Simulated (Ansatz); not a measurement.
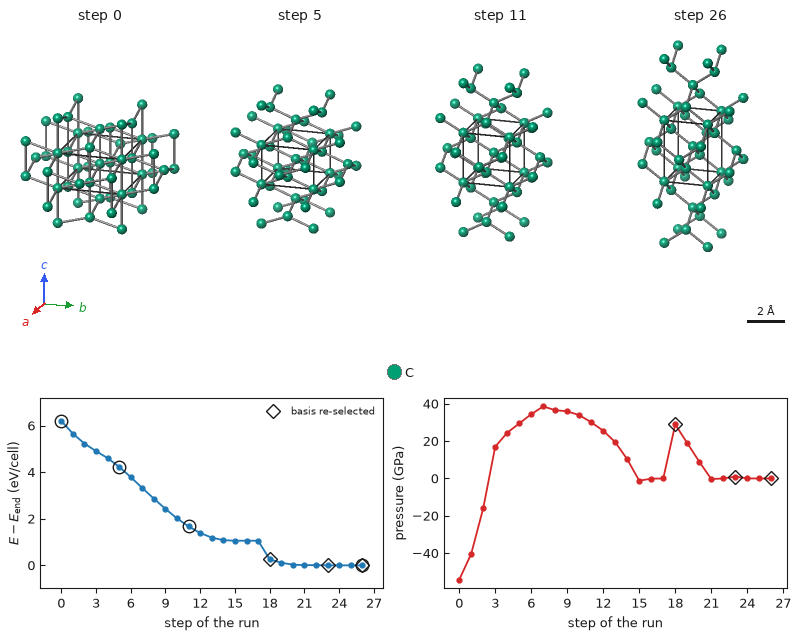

Frames of a relaxation of crystalline C (a generated structure, set up in I4_1/amd), marked on the history of the run. Style: ball-and-stick. Shown: the conventional cell (2 times the calculation's cell), from a free direction. Lengths and directions refer to the drawn axes.

Phase: beta-Sn type.

Level of theory: DFT, PBEsol, plane waves (420 eV) with PAW, scalar-relativistic in Ansatz. Set-up: plane-wave cutoff 420 eV; k-point mesh 17 × 17 × 12; occupations fermi dirac; smearing width 0.1 eV; no spin polarisation; cell and atoms relaxed; force threshold 0.01 eV/Å; at most 60 steps.

What happens along the run?

Answer. No atom moves by more than 0.005 Å relative to the cell. The volume changes by −19.2 %, with a = b 3.706 → 2.513 Å (−32.2 %), c 2.023 → 3.554 Å (+75.6 %). Some distances before and after: C–C 2.023 → 3.554 Å, C–C 1.921 → 1.539 Å. Among the angles between lasting bonds that change: C–C–C 149.5° → 109.5°, C–C–C 94.0° → 109.5°. The space group (tolerance 0.01 Å) goes from I4_1/amd (No. 141) to Fd-3m (No. 227). Over 23 accepted moves (26 points after the start) the energy falls by 6.204 eV per cell of the calculation. The largest force component goes from 0.0093 to under 0.0001 eV/Å. The pressure goes from −54.24 to 0.01 GPa. The SCF was repeated 3 times at an unchanged geometry on a basis and grid sized afresh for the cell, which shifted the energy by 0.799 eV per cell of the calculation at most. The program noted that a PAW file was made for another functional than the run's. From step 0 to 5: volume −25.6 %, energy −1.975 eV per cell of the calculation. From step 5 to 11: volume −0.4 %, energy −2.560 eV per cell of the calculation. From step 11 to 26: volume +8.9 %, energy −1.669 eV per cell of the calculation.

```tsv
step	E − E(0), meV/atom	largest force component, eV/Å	pressure, GPa	volume, Å³/atom	note
0	0.00	0.0093	-54.24	6.947	
1	-274.18	0.0253	-40.31	6.184	
2	-486.26	0.0322	-15.98	5.609	
3	-649.67	0.0366	16.98	5.216	
4	-798.45	0.0006	24.49	5.184	
5	-987.51	0.0142	29.45	5.171	
6	-1206.11	0.0444	34.42	5.152	
7	-1442.49	0.0695	38.58	5.124	
8	-1670.01	0.0755	36.57	5.142	
9	-1890.86	0.0721	35.95	5.138	
10	-2094.23	0.0551	33.92	5.139	
11	-2267.75	0.0467	30.07	5.150	
12	-2407.40	0.0370	25.57	5.160	
13	-2506.60	0.0235	19.43	5.180	
14	-2561.24	0.0100	10.29	5.226	
15	-2573.02	0.0026	-1.19	5.307	
16	-2573.13	0.0008	-0.11	5.296	
17	-2573.14	0.0001	-0.01	5.295	
18	-2972.69	0.0001	28.92	5.295	same geometry, new basis
19	-3046.18	0.0005	18.95	5.392	
20	-3087.33	0.0009	9.02	5.496	
21	-3097.35	0.0003	-0.30	5.601	
22	-3097.44	0.0004	0.00	5.598	
23	-3102.03	0.0004	1.02	5.598	same geometry, new basis
24	-3102.03	0.0003	0.05	5.610	
25	-3102.03	0.0001	0.00	5.610	
26	-3102.11	0.0000	0.01	5.610	same geometry, new basis
```
